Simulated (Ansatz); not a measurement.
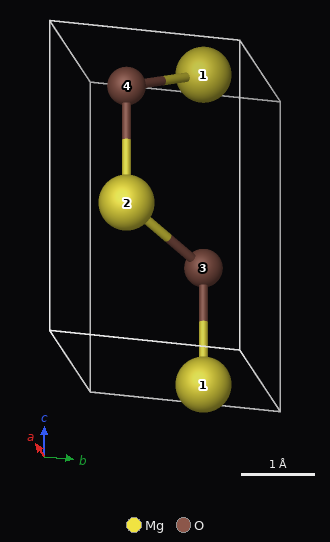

**Figure 1.** The starting structure (ball-and-stick view of the cell of the calculation, seen at an oblique angle; atoms are numbered from 1 in the order of the input).

**MgO: geometry relaxation (part 1 of 3)**

- system: MgO (P6₃mc, 4 atoms in the cell)
- method: DFT, PBE, PAW with Ansatz's default frozen-core files, scalar-relativistic, no spin polarisation (Ansatz 0.2.0)

The structure was built on a prototype by a generator; it need not be a known phase. Its volume is 0.77 times that of the source entry. It belongs to a series of runs on one base structure; here: wurtzite relaxed under pressure, PAW files. Figures and captions count atoms from 1; the log counts them from 0 in places.

## Input file
```yaml
crystal:
  lattice:
    - [2.7531674469, 0.0, 0.0]
    - [-1.3765837234, 2.3843129499, 0.0]
    - [0.0, 0.0, 4.4876629385]
  atoms:
    - { symbol: Mg, position: [0.3333333333, 0.6666666667, 0.0] }
    - { symbol: Mg, position: [0.6666666667, 0.3333333333, 0.5] }
    - { symbol: O, position: [0.3333333333, 0.6666666667, 0.376] }
    - { symbol: O, position: [0.6666666667, 0.3333333333, 0.876] }
kpoints:
  mp_grid: { grid: [13, 13, 7] }
scf:
  occupations: { method: fermi_dirac, width: 0.1 }
hamiltonian:
  xc: pbe
  pseudopotentials: { kind: paw }
output:
  forces: true
  stress: true
  eigenvalues: true
relax:
  f_tol: 0.005
  max_steps: 40
  cell: { p_target: 110.0, stress_tol: 0.055 }
```

Run on 1 thread of Intel Xeon @ 2.50GHz (Skylake/Cascade Lake), 64 GiB of memory available, shared host.

Launched with:
```bash
ansatz run input.yaml --threads 1 --pin off --max-ram 3584MiB --backend cpu --events-out ev --progress --plain --runs-dir out
```

## The program's output
```
Engine: ansatz 0.2.0, x86_64-unknown-linux-gnu
Pseudopotentials: kind: paw
Pseudopotential: Mg, paw, valence charge 10, recommended cutoff 420 eV (normal), Mg.paw.azcp
Pseudopotential: O, paw, valence charge 6, recommended cutoff 420 eV (normal), O.paw.azcp
Functional definition: PBE
  parameter kappa = 0.804
  parameter beta = 0.06672455060314922
  exchange = pbe_x(kappa = kappa, mu = beta*pi^2/3)
  correlation = pbe_c(beta = beta)
Crystal: 4 atoms, lattice volume = 29.459 Å³
Basis set: ecut = 420 eV, 573 PW (Γ), exchange–correlation on 40×40×60 points (8 copies of the dense FFT grid, shifted against one another)
Bands: 20, of which v1, the nominal top of the filled ones, is band 16 counted from 1 (15 counted from 0)
Symmetry: 12 space group operations
Space group: P63mc (ITA 186), of the structure as read, at distance tolerance 3.1e-5 Å
k-points: 84 of 1183 (time reversal used)
Non-local potential: Mg, projectors of the file, l = 0: 3, l = 1: 2, l = 2: 1
Non-local potential: O, projectors of the file, l = 0: 2, l = 1: 2, l = 2: 1
PAW form: soft (Blöchl's): semilocal exchange-correlation on the pseudo side does not see the compensation charge
PAW one-centre angular grid: Mg, 110 points (default); XC on 64 Gauss nodes
PAW one-centre angular grid: O, 110 points (default); XC on 64 Gauss nodes
Initial density: superposition of atomic densities (neutral atoms: chi_scale 0, normalization atom), corrected by the library's trained network
Initial wavefunctions: pseudopotential atomic-orbital guess
Functional: x = pbe(κ = 0.804, μ = 0.2195149727645171), c = pbe(β = 0.06672455060314922)
SCF iter   1: F=—  HF=-4981.592306 eV  |F-HF|=—  |Δ(HF+E_count)|=         —  Δρ=8.80e-3  dr2=1.72e-2  ethr=1.77e-3  ⟨swp⟩=5.1  Hψ=7902  notcnv=0
preconditioner: auto → none  [insulator: Δε(μ)=7.037 eV  Ē_g=17.679 eV  σ=0.100 eV  W_gap=1.00  n_scr=8 (ndim 8)  ℏωp=27.4 eV  f_vac=0.003  D(μ)=0.00/eV (n_scr^D=0)  ε∞_Penn≈3.4]
SCF iter   2: F=—  HF=-4981.586971 eV  |F-HF|=—  |Δ(HF+E_count)|=   5.34e-3  Δρ=1.91e-3  dr2=7.38e-4  ethr=5.37e-5  ⟨swp⟩=2.3  Hψ=2793  notcnv=0
SCF iter   3: F=—  HF=-4981.586953 eV  |F-HF|=—  |Δ(HF+E_count)|=   1.73e-5  Δρ=6.51e-4  dr2=5.02e-5  ethr=2.31e-6  ⟨swp⟩=2.0  Hψ=2203  notcnv=0
SCF iter   4: F=—  HF=-4981.586991 eV  |F-HF|=—  |Δ(HF+E_count)|=   3.79e-5  Δρ=3.28e-5  dr2=1.06e-7  ethr=1.57e-7  ⟨swp⟩=2.0  Hψ=2822  notcnv=0
iter 5 did not close the SCF: its close was put off for the readings that it lacked (scf_convergence_deferred on its scf_iter line)
SCF iter   5: F=-4981.586991 eV  HF=-4981.586991 eV  |F-HF|=2.10e-9  |Δ(HF+E_count)|=   2.00e-7  Δρ=5.63e-6  dr2=4.86e-9  ethr=3.32e-10  ⟨swp⟩=2.0  Hψ=3024  notcnv=0
SCF iter   6: F=-4981.586991 eV  HF=-4981.586991 eV  |F-HF|=4.18e-11  |Δ(HF+E_count)|=  2.44e-10  Δρ=8.14e-7  dr2=1.01e-10  ethr=1.52e-11  ⟨swp⟩=2.0  Hψ=5211  notcnv=0
SCF 1 converged in 6 iterations: F = -4981.586991 eV  dr2 = 1.01e-10
  greatest PAW one-centre occupation: 1.001 electrons in one spin orbital (limit 2), on the Mg atom at site 0 (counted from 0), in its partial waves of l = 1
relax step   1: F+E_penalty+E_count = -4981.58699145 eV  Δ(F+E_penalty+E_count) = +0.000e0 eV  max|allowed force component| = 2.123e-1 eV/Å  Δτ_max = 0.0000 Å  P = +161.115 GPa  Ω = 29.459 Å³  (6 SCF iters, dr2 threshold 1.00e-7 eV, accepted)
Crystal: 4 atoms, lattice volume = 30.959 Å³
Basis set: ecut = 420 eV, 603 PW (Γ), exchange–correlation on 40×40×60 points (8 copies of the dense FFT grid, shifted against one another)
Initial density: handed on by an earlier stage of this run
Initial wavefunctions: those handed on with the density
iter 1 solved again at ethr=1.63e-4 eV; its pass at ethr=3.10e-3 eV (dr2=5.21e-2 eV) is discarded
SCF iter   1: F=—  HF=-4982.974229 eV  |F-HF|=—  |Δ(HF+E_count)|=         —  Δρ=1.46e-2  dr2=5.26e-2  ethr=1.63e-4  ⟨swp⟩=1.0  Hψ=8959  notcnv=0
preconditioner: auto → none  [insulator: Δε(μ)=6.562 eV  Ē_g=17.272 eV  σ=0.100 eV  W_gap=1.00  n_scr=8 (ndim 8)  ℏωp=26.7 eV  f_vac=0.007  D(μ)=0.00/eV (n_scr^D=0)  ε∞_Penn≈3.4]
SCF iter   2: F=—  HF=-4982.958246 eV  |F-HF|=—  |Δ(HF+E_count)|=   1.60e-2  Δρ=2.77e-3  dr2=2.28e-3  ethr=1.63e-4  ⟨swp⟩=2.0  Hψ=2571  notcnv=0
SCF iter   3: F=—  HF=-4982.957848 eV  |F-HF|=—  |Δ(HF+E_count)|=   3.97e-4  Δρ=8.60e-4  dr2=1.20e-4  ethr=7.13e-6  ⟨swp⟩=2.0  Hψ=2340  notcnv=0
SCF iter   4: F=—  HF=-4982.957900 eV  |F-HF|=—  |Δ(HF+E_count)|=   5.21e-5  Δρ=5.32e-5  dr2=4.67e-7  ethr=3.75e-7  ⟨swp⟩=2.4  Hψ=2735  notcnv=0
iter 5 did not close the SCF: its close was put off for the readings that it lacked (scf_convergence_deferred on its scf_iter line)
SCF iter   5: F=-4982.957901 eV  HF=-4982.957901 eV  |F-HF|=3.06e-8  |Δ(HF+E_count)|=   4.50e-7  Δρ=1.24e-5  dr2=2.49e-8  ethr=1.46e-9  ⟨swp⟩=2.0  Hψ=2812  notcnv=0
SCF iter   6: F=-4982.957901 eV  HF=-4982.957901 eV  |F-HF|=1.29e-10  |Δ(HF+E_count)|=   3.71e-8  Δρ=1.03e-6  dr2=1.43e-10  ethr=7.79e-11  ⟨swp⟩=2.1  Hψ=5749  notcnv=0
SCF 2 converged in 6 iterations: F = -4982.957901 eV  dr2 = 1.43e-10
relax step   2: F+E_penalty+E_count = -4982.95790091 eV  Δ(F+E_penalty+E_count) = -1.371e0 eV  max|allowed force component| = 3.669e-1 eV/Å  Δτ_max = 0.0033 Å  P = +131.044 GPa  Ω = 30.959 Å³  energy of the carried Pulay correction = -6.760e-3 eV  (6 SCF iters, dr2 threshold 4.00e-7 eV, accepted)
Crystal: 4 atoms, lattice volume = 32.163 Å³
Basis set: ecut = 420 eV, 615 PW (Γ), exchange–correlation on 40×40×60 points (8 copies of the dense FFT grid, shifted against one another)
iter 1 solved again at ethr=8.99e-5 eV; its pass at ethr=3.10e-3 eV (dr2=2.88e-2 eV) is discarded
SCF iter   1: F=—  HF=-4983.893011 eV  |F-HF|=—  |Δ(HF+E_count)|=         —  Δρ=1.07e-2  dr2=2.92e-2  ethr=8.99e-5  ⟨swp⟩=1.0  Hψ=8920  notcnv=0
preconditioner: auto → none  [insulator: Δε(μ)=6.210 eV  Ē_g=17.024 eV  σ=0.100 eV  W_gap=1.00  n_scr=8 (ndim 8)  ℏωp=26.2 eV  f_vac=0.009  D(μ)=0.00/eV (n_scr^D=0)  ε∞_Penn≈3.4]
SCF iter   2: F=—  HF=-4983.884471 eV  |F-HF|=—  |Δ(HF+E_count)|=   8.54e-3  Δρ=2.17e-3  dr2=1.35e-3  ethr=8.99e-5  ⟨swp⟩=2.0  Hψ=2492  notcnv=0
SCF iter   3: F=—  HF=-4983.884307 eV  |F-HF|=—  |Δ(HF+E_count)|=   1.64e-4  Δρ=6.73e-4  dr2=7.78e-5  ethr=4.22e-6  ⟨swp⟩=2.0  Hψ=2305  notcnv=0
SCF iter   4: F=—  HF=-4983.884341 eV  |F-HF|=—  |Δ(HF+E_count)|=   3.46e-5  Δρ=4.58e-5  dr2=3.16e-7  ethr=2.43e-7  ⟨swp⟩=2.0  Hψ=2330  notcnv=0
iter 5 did not close the SCF: its close was put off for the readings that it lacked (scf_convergence_deferred on its scf_iter line)
SCF iter   5: F=-4983.884342 eV  HF=-4983.884342 eV  |F-HF|=1.97e-8  |Δ(HF+E_count)|=   2.84e-7  Δρ=1.04e-5  dr2=1.72e-8  ethr=9.88e-10  ⟨swp⟩=2.0  Hψ=2768  notcnv=0
SCF iter   6: F=-4983.884342 eV  HF=-4983.884342 eV  |F-HF|=1.66e-10  |Δ(HF+E_count)|=   2.41e-8  Δρ=8.71e-7  dr2=1.21e-10  ethr=5.37e-11  ⟨swp⟩=2.0  Hψ=5335  notcnv=0
SCF 3 converged in 6 iterations: F = -4983.884342 eV  dr2 = 1.21e-10
relax step   3: F+E_penalty+E_count = -4983.88434175 eV  Δ(F+E_penalty+E_count) = -9.264e-1 eV  max|allowed force component| = 5.070e-1 eV/Å  Δτ_max = 0.0076 Å  P = +110.413 GPa  Ω = 32.163 Å³  energy of the carried Pulay correction = -1.195e-2 eV  (6 SCF iters, dr2 threshold 4.00e-7 eV, accepted)
Crystal: 4 atoms, lattice volume = 32.549 Å³
Basis set: ecut = 420 eV, 627 PW (Γ), exchange–correlation on 40×40×60 points (8 copies of the dense FFT grid, shifted against one another)
iter 1 solved again at ethr=2.53e-5 eV; its pass at ethr=3.10e-3 eV (dr2=8.08e-3 eV) is discarded
SCF iter   1: F=—  HF=-4984.223330 eV  |F-HF|=—  |Δ(HF+E_count)|=         —  Δρ=6.68e-3  dr2=8.12e-3  ethr=2.53e-5  ⟨swp⟩=1.0  Hψ=9844  notcnv=0
preconditioner: auto → none  [insulator: Δε(μ)=5.971 eV  Ē_g=17.048 eV  σ=0.100 eV  W_gap=1.00  n_scr=8 (ndim 8)  ℏωp=26.0 eV  f_vac=0.007  D(μ)=0.00/eV (n_scr^D=0)  ε∞_Penn≈3.3]
SCF iter   2: F=—  HF=-4984.222195 eV  |F-HF|=—  |Δ(HF+E_count)|=   1.13e-3  Δρ=2.69e-3  dr2=1.00e-3  ethr=2.53e-5  ⟨swp⟩=2.0  Hψ=2075  notcnv=0
SCF iter   3: F=—  HF=-4984.222393 eV  |F-HF|=—  |Δ(HF+E_count)|=   1.99e-4  Δρ=5.07e-4  dr2=3.15e-5  ethr=3.13e-6  ⟨swp⟩=2.6  Hψ=2942  notcnv=0
SCF iter   4: F=—  HF=-4984.222480 eV  |F-HF|=—  |Δ(HF+E_count)|=   8.65e-5  Δρ=5.99e-5  dr2=4.76e-7  ethr=9.84e-8  ⟨swp⟩=2.1  Hψ=2289  notcnv=0
iter 5 did not close the SCF: its close was put off for the readings that it lacked (scf_convergence_deferred on its scf_iter line)
SCF iter   5: F=-4984.222480 eV  HF=-4984.222480 eV  |F-HF|=3.19e-9  |Δ(HF+E_count)|=   5.29e-7  Δρ=5.80e-6  dr2=6.04e-9  ethr=1.49e-9  ⟨swp⟩=2.9  Hψ=3250  notcnv=0
SCF iter   6: F=-4984.222480 eV  HF=-4984.222480 eV  |F-HF|=1.47e-10  |Δ(HF+E_count)|=   4.60e-9  Δρ=8.80e-7  dr2=1.14e-10  ethr=1.89e-11  ⟨swp⟩=1.8  Hψ=5247  notcnv=0
SCF 4 converged in 6 iterations: F = -4984.222480 eV  dr2 = 1.14e-10
  greatest PAW one-centre occupation: 1.001 electrons in one spin orbital (limit 2), on the Mg atom at site 1 (counted from 0), in its partial waves of l = 1
relax step   4: F+E_penalty+E_count = -4984.22248047 eV  Δ(F+E_penalty+E_count) = -3.381e-1 eV  max|allowed force component| = 7.627e-1 eV/Å  Δτ_max = 0.0227 Å  P = +103.000 GPa  Ω = 32.549 Å³  energy of the carried Pulay correction = -1.357e-2 eV  (6 SCF iters, dr2 threshold 4.00e-7 eV, accepted)
Crystal: 4 atoms, lattice volume = 32.160 Å³
iter 1 solved again at ethr=5.75e-5 eV; its pass at ethr=3.10e-3 eV (dr2=1.84e-2 eV) is discarded
SCF iter   1: F=—  HF=-4984.237204 eV  |F-HF|=—  |Δ(HF+E_count)|=         —  Δρ=1.15e-2  dr2=1.86e-2  ethr=5.75e-5  ⟨swp⟩=1.3  Hψ=9337  notcnv=0
preconditioner: auto → none  [insulator: Δε(μ)=5.715 eV  Ē_g=17.372 eV  σ=0.100 eV  W_gap=1.00  n_scr=8 (ndim 8)  ℏωp=26.2 eV  f_vac=0.005  D(μ)=0.00/eV (n_scr^D=0)  ε∞_Penn≈3.3]
SCF iter   2: F=—  HF=-4984.236495 eV  |F-HF|=—  |Δ(HF+E_count)|=   7.10e-4  Δρ=5.48e-3  dr2=3.75e-3  ethr=5.75e-5  ⟨swp⟩=1.0  Hψ=1680  notcnv=0
SCF iter   3: F=—  HF=-4984.237177 eV  |F-HF|=—  |Δ(HF+E_count)|=   6.82e-4  Δρ=4.03e-4  dr2=1.56e-5  ethr=1.17e-5  ⟨swp⟩=2.7  Hψ=2832  notcnv=0
SCF iter   4: F=—  HF=-4984.237272 eV  |F-HF|=—  |Δ(HF+E_count)|=   9.49e-5  Δρ=7.04e-5  dr2=6.97e-7  ethr=4.86e-8  ⟨swp⟩=2.0  Hψ=2991  notcnv=0
iter 5 did not close the SCF: its close was put off for the readings that it lacked (scf_convergence_deferred on its scf_iter line)
SCF iter   5: F=-4984.237272 eV  HF=-4984.237272 eV  |F-HF|=1.50e-8  |Δ(HF+E_count)|=   3.71e-7  Δρ=1.25e-5  dr2=2.77e-8  ethr=2.18e-9  ⟨swp⟩=2.0  Hψ=2350  notcnv=0
SCF iter   6: F=-4984.237272 eV  HF=-4984.237272 eV  |F-HF|=5.18e-10  |Δ(HF+E_count)|=   1.72e-9  Δρ=1.97e-6  dr2=3.83e-10  ethr=8.66e-11  ⟨swp⟩=2.1  Hψ=5438  notcnv=0
SCF 5 converged in 6 iterations: F = -4984.237272 eV  dr2 = 3.83e-10
relax step   5: F+E_penalty+E_count = -4984.23727207 eV  Δ(F+E_penalty+E_count) = -1.479e-2 eV  max|allowed force component| = 1.385e0 eV/Å  Δτ_max = 0.0501 Å  P = +103.018 GPa  Ω = 32.160 Å³  energy of the carried Pulay correction = -1.193e-2 eV  (6 SCF iters, dr2 threshold 4.00e-7 eV, accepted)
Crystal: 4 atoms, lattice volume = 31.346 Å³
Basis set: ecut = 420 eV, 589 PW (Γ), exchange–correlation on 40×40×60 points (8 copies of the dense FFT grid, shifted against one another)
iter 1 solved again at ethr=7.82e-5 eV; its pass at ethr=3.10e-3 eV (dr2=2.50e-2 eV) is discarded
SCF iter   1: F=—  HF=-4984.136531 eV  |F-HF|=—  |Δ(HF+E_count)|=         —  Δρ=1.23e-2  dr2=2.54e-2  ethr=7.82e-5  ⟨swp⟩=1.3  Hψ=9404  notcnv=0
preconditioner: auto → none  [insulator: Δε(μ)=5.630 eV  Ē_g=17.906 eV  σ=0.100 eV  W_gap=1.00  n_scr=8 (ndim 8)  ℏωp=26.5 eV  f_vac=0.005  D(μ)=0.00/eV (n_scr^D=0)  ε∞_Penn≈3.2]
SCF iter   2: F=—  HF=-4984.133338 eV  |F-HF|=—  |Δ(HF+E_count)|=   3.19e-3  Δρ=5.77e-3  dr2=4.67e-3  ethr=7.82e-5  ⟨swp⟩=1.8  Hψ=2396  notcnv=0
SCF iter   3: F=—  HF=-4984.133672 eV  |F-HF|=—  |Δ(HF+E_count)|=   3.34e-4  Δρ=5.45e-4  dr2=3.03e-5  ethr=1.46e-5  ⟨swp⟩=2.7  Hψ=2792  notcnv=0
SCF iter   4: F=—  HF=-4984.133512 eV  |F-HF|=—  |Δ(HF+E_count)|=   1.60e-4  Δρ=1.32e-4  dr2=2.18e-6  ethr=9.46e-8  ⟨swp⟩=2.0  Hψ=2543  notcnv=0
iter 5 did not close the SCF: its close was put off for the readings that it lacked (scf_convergence_deferred on its scf_iter line)
SCF iter   5: F=-4984.133513 eV  HF=-4984.133513 eV  |F-HF|=1.92e-8  |Δ(HF+E_count)|=   1.04e-6  Δρ=2.28e-5  dr2=7.88e-8  ethr=6.83e-9  ⟨swp⟩=2.0  Hψ=2344  notcnv=0
SCF iter   6: F=-4984.133513 eV  HF=-4984.133513 eV  |F-HF|=4.65e-10  |Δ(HF+E_count)|=   1.54e-8  Δρ=2.00e-6  dr2=4.05e-10  ethr=2.46e-10  ⟨swp⟩=2.9  Hψ=6167  notcnv=0
SCF 6 converged in 6 iterations: F = -4984.133513 eV  dr2 = 4.05e-10
relax step   6: F+E_penalty+E_count = -4984.13351297 eV  Δ(F+E_penalty+E_count) = +1.038e-1 eV  max|allowed force component| = 1.905e0 eV/Å  Δτ_max = 0.0561 Å  P = +107.178 GPa  Ω = 31.346 Å³  energy of the carried Pulay correction = -8.447e-3 eV  (6 SCF iters, dr2 threshold 4.00e-7 eV, accepted)
Crystal: 4 atoms, lattice volume = 31.511 Å³
Basis set: ecut = 420 eV, 613 PW (Γ), exchange–correlation on 40×40×60 points (8 copies of the dense FFT grid, shifted against one another)
iter 1 solved again at ethr=2.37e-4 eV; its pass at ethr=3.10e-3 eV (dr2=7.58e-2 eV) is discarded
```
